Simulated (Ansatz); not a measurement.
## Energy of Sr along an even scaling of the cell

System: Sr (Im-3m, 1 atom in the cell).
Method: Kohn-Sham DFT of a periodic cell, PBE, all-electron LAPW, scalar-relativistic, no spin polarisation (Ansatz 0.2.0).

The 7 runs differ only in the geometry, by an even scaling of the cell at fixed fractional positions. The structure derives from an entry of the Crystallography Open Database.

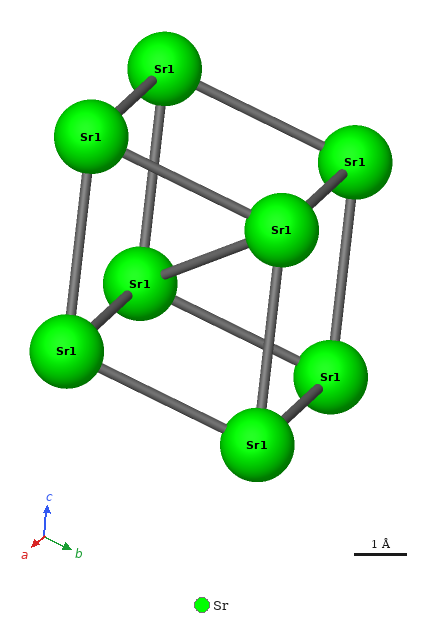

Figure 1. The structure of run 4 (ball-and-stick view of the cell of the calculation, seen slightly off an axis; atoms are numbered from 1 in the order of the input).

## Input of run 4
```yaml
crystal:
  lattice:
    - [-2.435, 2.435, 2.435]
    - [2.435, -2.435, 2.435]
    - [2.435, 2.435, -2.435]
  atoms:
    - { symbol: Sr, position: [0.0, 0.0, 0.0] }
kpoints:
  mp_grid: { grid: [8, 8, 8] }
scf:
  occupations: { method: fermi_dirac, width: 0.05 }
hamiltonian:
  xc: pbe
  pseudopotentials: { kind: all_electron, lapw: { basis_error: 0.0005 } }
output:
  forces: true
  stress: true
  eigenvalues: true
```

Command:
```bash
ansatz run input.yaml --threads 1 --pin off --max-ram 2560MiB --backend cpu --events-out ev --progress --plain --runs-dir out
```

Run 5 differs from it as follows:
```diff
-    - [-2.435, 2.435, 2.435]
-    - [2.435, -2.435, 2.435]
-    - [2.435, 2.435, -2.435]
+    - [-2.4511262978, 2.4511262978, 2.4511262978]
+    - [2.4511262978, -2.4511262978, 2.4511262978]
+    - [2.4511262978, 2.4511262978, -2.4511262978]
```

## Results, with one run withheld

| run | volume per atom (Å³) | free energy per atom, from the lowest run given (meV) | pressure (GPa) |
| --- | --- | --- | --- |
| 1 | 54.286 | 0.00 | −0.06 |
| 2 | 55.441 | 1.32 | −0.30 |
| 3 | 56.596 | 4.26 | −0.51 |
| 4 | 57.751 | 8.63 | −0.70 |
| 5 | 58.906 | ? | ? |
| 6 | 60.061 | 21.14 | −1.02 |
| 7 | 61.216 | 29.00 | −1.16 |

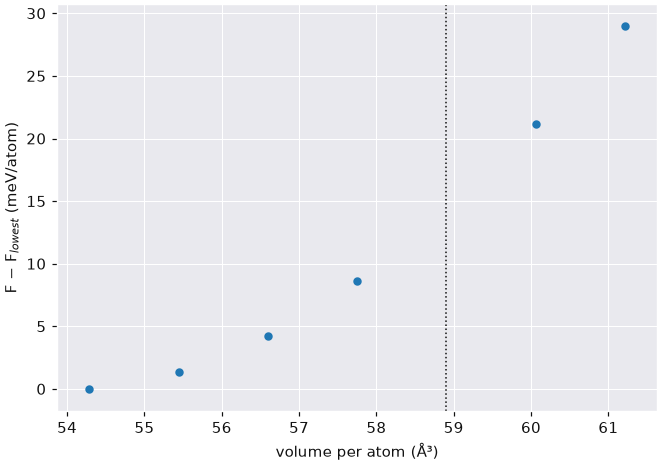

Figure 2. Free energy per atom of the runs given; the dotted line marks run 5.

Estimate the energy of run 5 from the others.

A cubic polynomial in V^(−2/3) (the Birch–Murnaghan form), fitted to the 6 runs given, misses them by at most 0.01 meV per atom. With x = V^(−2/3) − 0.06715 Å⁻², it reads F = 7.4396 − 5257 x + 9.1753e+05 x² + 1.4822e+06 x³ (meV per atom). At run 5 it gives 14.31 meV per atom, and the run itself gives 14.30. The slope of the fit gives a pressure −dF/dV of −0.87 GPa there, and the run prints −0.87 GPa. The fit has no minimum inside this range.

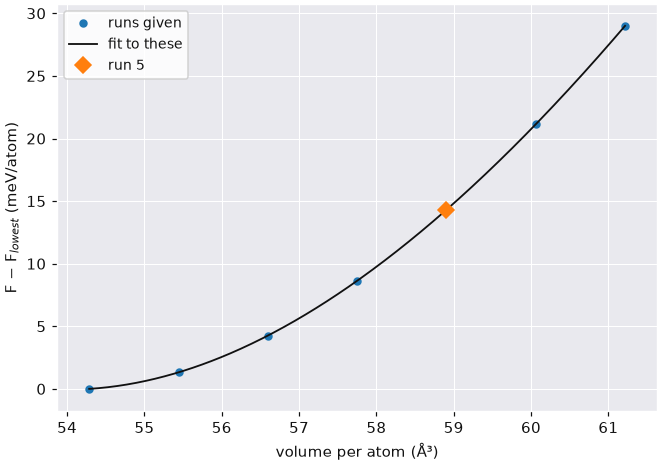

Figure 3. The fit and the withheld run.

## Output, shortened to warnings, some set-up lines, iterations and results (run 5)
```
Basis set: ecut = 78.96578411514432 eV, 87 PW (Γ), exchange–correlation at level 2
Symmetry: 48 space group operations
k-points: 29 of 512
Initial density: superposition of atomic densities (chi_scale 0.1, normalization cell)
[...]
SCF iter   1: F=—  HF=-86519.079042 eV  |F-HF|=—  |Δ(HF+E_count)|=         —  Δρ=2.86e-3  dr2=8.45e-3  ethr=4.21e-5  ⟨swp⟩=3.7  Hψ=2717  notcnv=0
SCF iter   2: F=—  HF=-86519.085197 eV  |F-HF|=—  |Δ(HF+E_count)|=   6.16e-3  Δρ=2.20e-3  dr2=5.40e-3  ethr=4.21e-5  ⟨swp⟩=2.0  Hψ=1262  notcnv=0
SCF iter   3: F=—  HF=-86519.088920 eV  |F-HF|=—  |Δ(HF+E_count)|=   3.72e-3  Δρ=7.71e-4  dr2=8.65e-4  ethr=2.70e-5  ⟨swp⟩=2.0  Hψ=1258  notcnv=0
SCF iter   4: F=—  HF=-86519.089179 eV  |F-HF|=—  |Δ(HF+E_count)|=   2.59e-4  Δρ=1.81e-4  dr2=4.65e-5  ethr=2.32e-7  ⟨swp⟩=2.0  Hψ=2091  notcnv=0
SCF iter   5: F=—  HF=-86519.089153 eV  |F-HF|=—  |Δ(HF+E_count)|=   2.55e-5  Δρ=1.10e-4  dr2=1.17e-5  ethr=2.32e-7  ⟨swp⟩=2.0  Hψ=1262  notcnv=0
SCF iter   6: F=—  HF=-86519.089154 eV  |F-HF|=—  |Δ(HF+E_count)|=   6.31e-7  Δρ=4.87e-5  dr2=2.15e-6  ethr=5.87e-8  ⟨swp⟩=2.0  Hψ=1262  notcnv=0
SCF iter   7: F=-86519.089154 eV  HF=-86519.089154 eV  |F-HF|=7.10e-9  |Δ(HF+E_count)|=   1.27e-7  Δρ=1.08e-5  dr2=9.92e-8  ethr=1.08e-8  ⟨swp⟩=2.0  Hψ=1262  notcnv=0
SCF 1 converged in 7 iterations: F = -86519.089154 eV  dr2 = 9.92e-8
SCF converged after 7 iterations
Free energy (F): -86519.089154 eV
Harris-Foulkes:  -86519.089154 eV  (|F-HF|=7.10e-9)
Internal energy: -86519.078912 eV  (E = F + TS)
E sigma→0 (E₀):  -86519.084033 eV
Entropy (-TS):   -0.010242 eV (-10.242 meV/atom)
Fermi energy:    5.453520 eV
--- Per-component energies (eV) ---
  E_band       = -1316.423455
  E_kinetic    = 89085.529739
  E_xc         = -2861.493249
  E_electrostatic = -172743.115403  (all electrons and nuclei)
  E_smearing   = -0.010242  (= −TS)
  E_closure    = 0.000000  (closes the sum)
  E_atoms      = -86517.490528  (free atoms, spherical and without spin; not in F)
  Σ components = -86519.089154   (vs F -86519.089154, Δ=0.00e0)
  Basis errors (estimates in eV, not in F): energy 1.6e-4 per atom: plane waves 1.6e-4 (8.1e-5 summed), levels above the bands 5.6e-32, relativity 3.8e-8, radial functions 3.9e-6, core shells 1.2e-9; eigenvalues (radial functions only) 6.8e-7; not estimated: angular momenta, meshes, grids; target …
--- Forces (eV/Å), atoms counted from 1 ---
  atom   1  Sr    -0.00000000    -0.00000000     0.00000000
  max |Σ_I F_I| component: 1.44e-32 eV/Å
--- Stress (GPa, compression-positive) ---
       -0.869418       0.000000       0.000000
        0.000000      -0.869418      -0.000000
        0.000000      -0.000000      -0.869418
  P = ⅓ Tr σ = -0.8694 GPa (-8.694 kbar)
```
